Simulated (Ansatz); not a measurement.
**AlNi5: density, localisation and related maps**

```
CELL_PARAMETERS angstrom
2.60880 0.00000 0.00000
0.00000 2.60880 0.00000
0.00000 0.00000 9.96038
ATOMIC_POSITIONS crystal
Al 0.00000 0.00000 0.00000
Ni 0.50000 0.50000 0.16597
Ni 0.50000 0.50000 0.83403
Ni 0.00000 0.00000 0.33635
Ni 0.50000 0.50000 0.50000
Ni 0.00000 0.00000 0.66365
```

Space group P4/mmm; a structure generated by program, which may or may not match a known phase; computed pressure about −15 GPa in this cell; spin-polarised.

Theory: Ansatz 0.2.0, DFT LDA, scalar-relativistic, plane waves, PAW.

In a PAW calculation such maps are meaningful between the atoms, not at the nuclei.

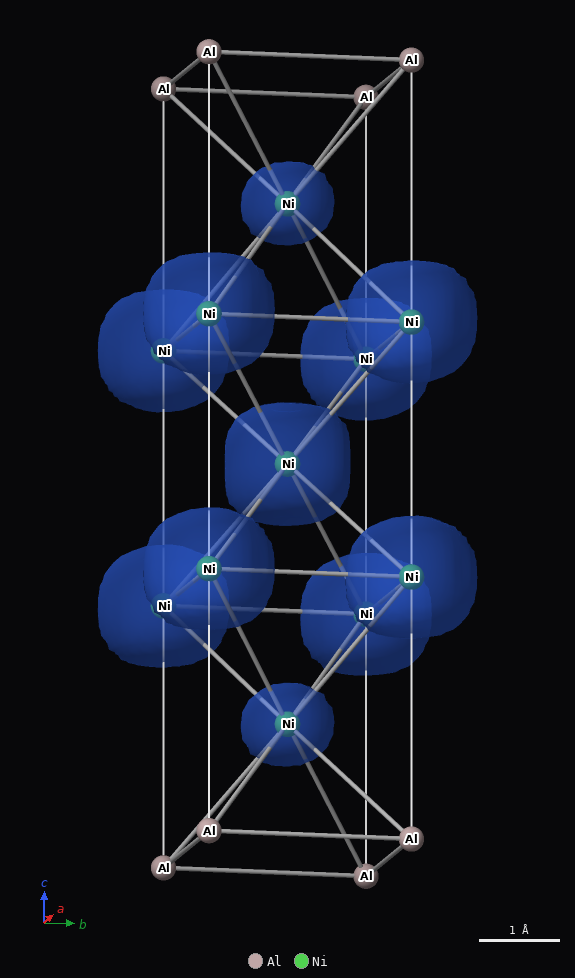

Figure 1. Isosurface of the spin density at +0.03 e/Å³ (blue), seen at an oblique angle. Sticks mark near contacts.

### Which atoms carry the moments, and with what signs?

The spin density sits on Ni: +0.6 μB (×3) in one cell of 6 atoms: parallel main moments (a ferromagnetic arrangement) in this solution. The cell of the calculation (6 atoms) carries 1.9 μB of net spin moment.

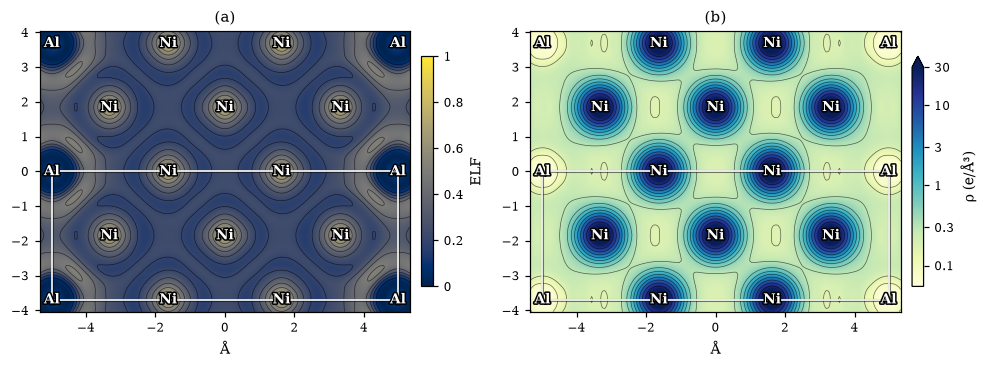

Figure 2. (a) ELF; (b) valence electron density on the (110) plane of the conventional cell.

### What does the map show?

The section cuts through Al and Ni sites. Ni–Ni (2.46 Å): ρ is about 0.33 e/Å³ halfway; the ELF is about 0.25 at the midpoint: no localised pair shows between them. Al–Ni (2.48 Å): ρ at the midpoint is about 0.32 e/Å³; the ELF is about 0.40 at the midpoint. Ni–Ni (2.51 Å): ρ at the midpoint is about 0.3 e/Å³; the ELF is about 0.25 at the midpoint (no shared electron pair shows on this line). Between the atoms the lowest density in this plane is 0.15 e/Å³. The features right at Ni lie inside the PAW spheres, where the map follows smoothed inner orbitals and isn't to be read closely.

### Does the calculation give a band gap?

It is metallic or semimetallic at this level of theory: no gap opens.

### What Bader charges does the calculation give?

Electrons move from Al towards Ni. Bader charges: Al +1.61 and Ni −0.80 to +0.01 e.
